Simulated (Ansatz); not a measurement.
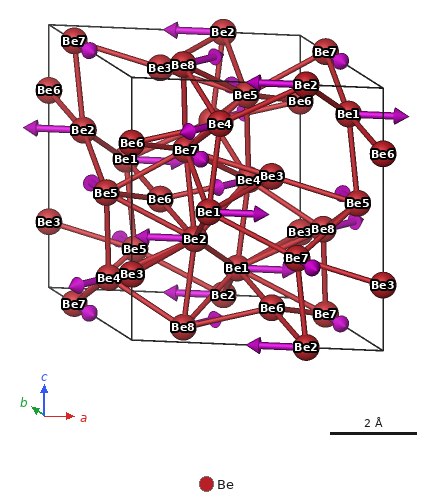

One vibrational mode of crystalline Be (a generated structure) at the zone centre. The purple arrows are the displacements of the atoms (eigenvector over the root of the mass), of arbitrary overall length and sign. The picture is a ball-and-stick view of the conventional cell (3 times the calculation's cell), seen slightly off an axis. Lengths and directions refer to the drawn axes.

All numbers below come from DFT PBE, scalar-relativistic, plane waves, PAW in Ansatz 0.2.0.

The input:
```yaml
crystal:
  lattice:
    - [3.0011249233, 1.7327002657, 2.1022552399]
    - [-3.0011249233, 1.7327002657, 2.1022552399]
    - [0.0, -3.4654005814, 2.1022551987]
  atoms:
    - { symbol: Be, position: [0.8060343686, 0.1939656314, 0.5] }
    - { symbol: Be, position: [0.6939862163, 0.3060137837, 0.0] }
    - { symbol: Be, position: [0.2500263062, 0.2500263062, 0.2500263062] }
    - { symbol: Be, position: [0.1939656314, 0.5, 0.8060343686] }
    - { symbol: Be, position: [0.5, 0.8060343686, 0.1939656314] }
    - { symbol: Be, position: [0.7499736938, 0.7499736938, 0.7499736938] }
    - { symbol: Be, position: [0.0, 0.6939862163, 0.3060137837] }
    - { symbol: Be, position: [0.3060137837, 0.0, 0.6939862163] }
basis:
  ecutwfc: 420
kpoints:
  mp_grid: { grid: [12, 12, 12] }
hamiltonian:
  xc: pbe
scf:
  occupations: { method: fermi_dirac, width: 0.15 }
output:
  eigenvalues: true
phonons:
  method: dfpt
  eigenvectors: true
  qmesh: [2, 2, 2]
  temperatures: { t_max: 1000, t_step: 100 }
  qpath:
    path:
      - [[0.0, 0.0, 0.0], [0.5, 0.0, 0.0], [0.5, -0.5, 0.5], [0.41200914, -0.58799086, 0.41200914]]
      - [[0.41200914, 0.41200914, 0.41200914], [0.0, 0.0, 0.0], [0.5, -0.5, 0.0]]
    npoints: 8
```

Command:
```bash
ansatz run input.yaml --threads 4 --pin off --max-ram 8192MiB --backend cpu --events-out ev --progress --plain --runs-dir out
```

The frequencies depend somewhat on the k-mesh and the smearing.

**Describe the mode and give its frequency.**

This is the A₁g mode at 48.0 meV, optical level 4 of 14, counted from below, Raman-active by symmetry. The Be (6b) atoms stay at rest; atoms of one kind move against one another, with no net shift of their sublattice.
